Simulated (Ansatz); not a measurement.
HfN

Input file:

```
crystal:
  lattice:
    - [3.0884249883, 0.0, 0.0]
    - [-1.5442124942, 2.6746544975, 0.0]
    - [0.0, 0.0, 5.3288116133]
  atoms:
    - { symbol: Hf, position: [0.6666666667, 0.3333333333, 0.75] }
    - { symbol: Hf, position: [0.3333333333, 0.6666666667, 0.25] }
    - { symbol: "N", position: [0.0, 0.0, 0.0] }
    - { symbol: "N", position: [0.0, 0.0, 0.5] }
basis:
  ecutwfc: 420
kpoints:
  mp_grid: { grid: [18, 18, 8] }
hamiltonian:
  xc: pbe
scf:
  occupations: { method: gaussian, width: 0.1 }
output:
  forces: true
  stress: true
  eigenvalues: true
  write_density: true
  write_potential: true
  elf: true
  volumetric_format: npy
relax:
  adjacent_minimum: "off"
  f_tol: 0.008
  max_steps: 50
  cell: { stress_tol: 0.08, p_target: 20.0 }
```

Launched as:

```sh
ansatz run input.yaml --threads 1 --pin off --max-ram 2560MiB --backend cpu --events-out ev --progress --plain --runs-dir out
```

Below, planes, directions and counts refer to the conventional cell (a = 3.09 Å, b = 3.09 Å, c = 5.33 Å, α = 90.00°, β = 90.00°, γ = 120.00°).

The fields are those of the relaxed geometry.

Space group P6₃/mmc; a structure from a database of computed crystals, not necessarily the ambient phase; computed pressure about 20 GPa in this cell.

The calculation used Ansatz 0.2.0, DFT PBE, scalar-relativistic, plane waves, PAW.

Q: What can the converged valence pseudo-density and electron localisation function tell about the bonding?

A: Hf–N (2.23 Å): the density is about 0.57 e/Å³ at the midpoint; the ELF peaks at about 0.80 in the valence shell of N, 0.6 Å from its nucleus, and drops to about 0.15 between the two atoms: no localised pair shows between them.
Hf–Hf (3.21 Å): ρ is about 0.18 e/Å³ halfway; the ELF is about 0.10 at the midpoint: no localised pair shows between them.

Q: Metal or insulator at this level of theory?

A: It is gapless in this calculation (a metal or semimetal).

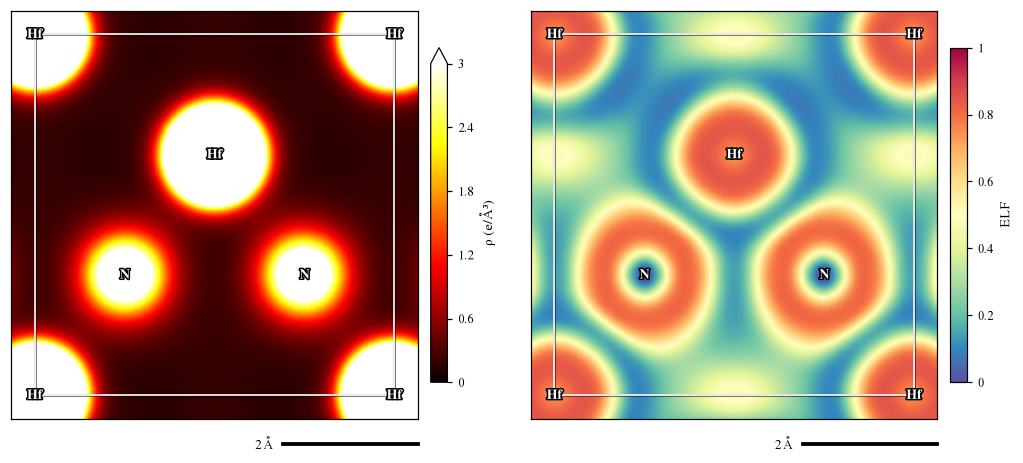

Computed valence pseudo-density and electron localisation function on the (110) plane of the conventional cell, in this order. 
